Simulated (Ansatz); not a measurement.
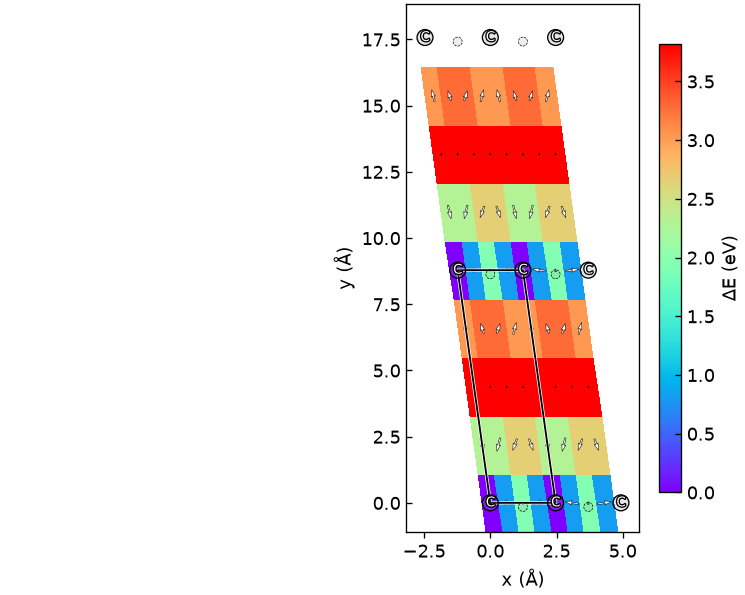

Energy landscape of Cl on a C(101) slab cut from the P6/mmm phase, its upper half relaxed before the scan (12 atoms of substrate and one adsorbate in a 2 × 1 cell). 
- Cl is moved over the surface cell; relaxed at each place: the height of the adsorbate's atoms; substrate rigid; the origin of the map has the adsorbate above C11.
- Places are given modulo a cell vector. The map is drawn in real space over the plane of the surface.
- The scan uses a 4 × 4 grid.
- Places are given in fractions of the 1 × 1 surface cell.
- Energies are in eV, from the lowest grid point.
- At some places the adsorbate sinks to or below the level of the top layer.
- The calculation used DFT PBE, scalar-relativistic, plane waves, PAW in Ansatz 0.2.0. Settings: cutoff 420 eV, k-mesh 6×3×1, gaussian smearing 0.1 eV, no spin polarisation.

The picture shows one coloured cell a grid point, arrows along the force (downhill), their lengths compressed, labelled circles for the atoms of the top layer and small ones for the second layer, the outline of one cell of the 2 × 2 shown. 

Summarise what can be read from the map.

The lowest grid point is at the top site over a surface C atom, (0/4, 0/4) of the cell vectors. The highest grid point, a place at or below the level of the top layer, (3/4, 2/4) of the cell vectors, lies 3.82 eV above the lowest. At the lowest point the adsorbate has 1 C at 1.73 Å as nearest neighbours, at the highest 1 C at 3.76 Å. Its relaxed height above the top atom is 1.73 Å at the lowest and −2.06 Å at the highest point.

Each point was launched as `ansatz run input.yaml --threads 4 --pin off --max-ram 12288MiB --backend cpu --events-out ev --progress --plain --runs-dir out`. The whole map (16 points run) took 19 min on 4 threads of Arm Neoverse V2, with other jobs on the host.

PAW datasets: the set soft_1.
